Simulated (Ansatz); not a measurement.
System: EuO, space group Fm-3m (No. 225).

The given structure:
```
CELL_PARAMETERS angstrom
0.00000 2.57195 2.57195
2.57195 0.00000 2.57195
2.57195 2.57195 0.00000
ATOMIC_POSITIONS crystal
Eu 0.00000 0.00000 0.00000
O 0.50000 0.50000 0.50000
```

Calculation (Ansatz 0.2.0): plane-wave DFT, collinear spins; energies at scaled volumes of the given cell, shape and fractions fixed, counted from the fit's minimum, third-order Birch-Murnaghan fit. Level: HSE06, collinear spin.

k mesh 6×6×6; occupations Fermi–Dirac; smearing width 0.05 eV; potentials Ansatz PAW; wave cutoff 420 eV; density cutoff 1680 eV.

Predict the energy and pressure against volume. The volume takes the values 15.99, 16.33, 16.67, 17.01, 17.35, 17.69, 18.03 Å³/atom.

A third-order Birch–Murnaghan fit gives V0 = 16.81 Å³/atom, B0 = 89.7 GPa and B′ = 3.4. The energy is 11.94 meV/atom at volume 15.99 Å³/atom and 22.48 meV/atom at 18.03 Å³/atom; the lowest computed point is at volume 16.67 Å³/atom (0.33 meV/atom), in a single well. The pressure falls from 4.89 GPa at volume 15.99 Å³/atom to −5.58 GPa at 18.03 Å³/atom, and changes sign near 16.82 Å³/atom.

```
volume (Å³/atom)  energy (meV/atom)  pressure (GPa)
           15.99              11.94            4.89
           16.33               3.98            2.71
           16.67               0.33            0.76
           17.01               0.62           -1.05
           17.35               4.71           -2.71
           17.69              12.14           -4.22
           18.03              22.48           -5.58
```

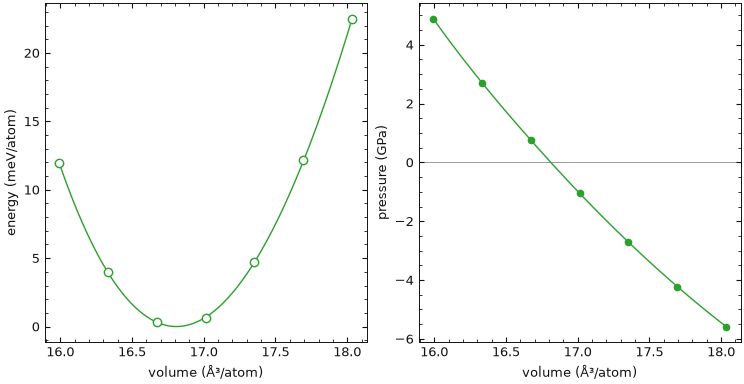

Caveats: state may lie high.
